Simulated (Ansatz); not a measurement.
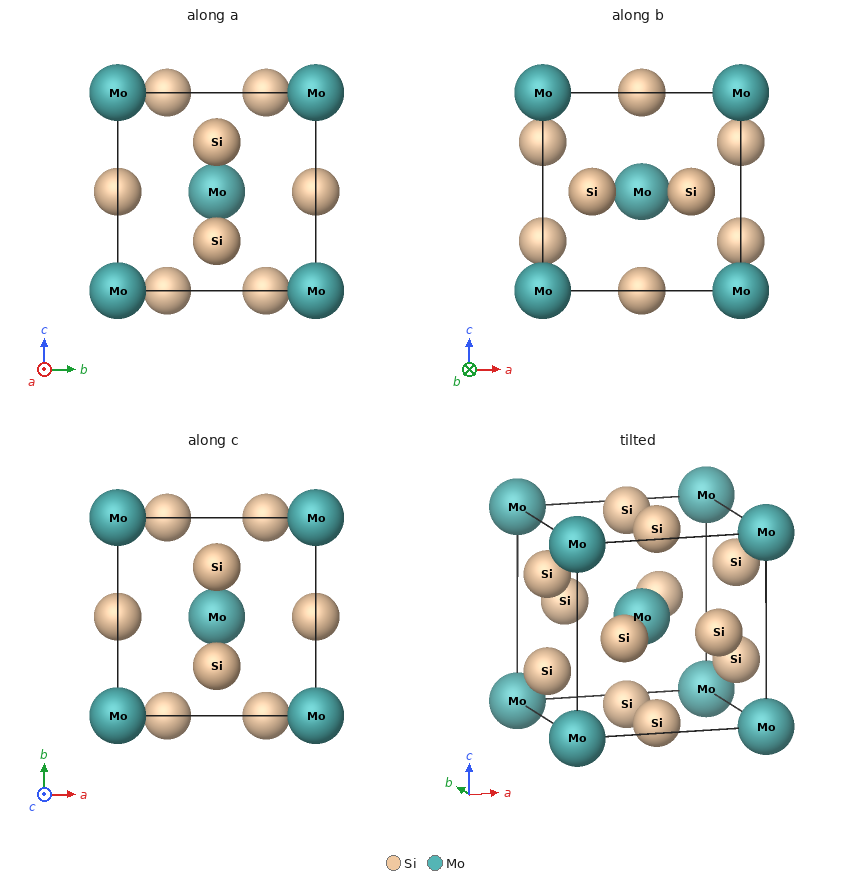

This spheres-only model is shown along the a axis, along the b axis, along the c axis and slightly off an axis. One conventional unit cell is framed, with atoms on its boundary repeated.

Lattice parameters: a = 4.8124 Å, b = 4.8124 Å, c = 4.8124 Å, α = 90.000°, β = 90.000°, γ = 90.000°.

Q: Put the structure into a CIF with its space group and independent sites.

A:
```cif
data_structure
_symmetry_space_group_name_H-M 'P m -3 n'
_symmetry_Int_Tables_number 223
_cell_length_a 4.8124
_cell_length_b 4.8124
_cell_length_c 4.8124
_cell_angle_alpha 90.000
_cell_angle_beta 90.000
_cell_angle_gamma 90.000
_cell_volume 111.45
loop_
_atom_site_label
_atom_site_type_symbol
_atom_site_symmetry_multiplicity
_atom_site_Wyckoff_symbol
_atom_site_fract_x
_atom_site_fract_y
_atom_site_fract_z
_atom_site_occupancy
Si1 Si 6 c 0.0000 0.5000 0.2500 1
Mo1 Mo 2 a 0.0000 0.0000 0.0000 1
```

Origin of the cell: a structure type filled with these elements by a generator (whether the compound takes this form wasn't checked). The final geometry of a relaxation with Ansatz, DFT PBE, scalar-relativistic, plane waves, PAW is shown.
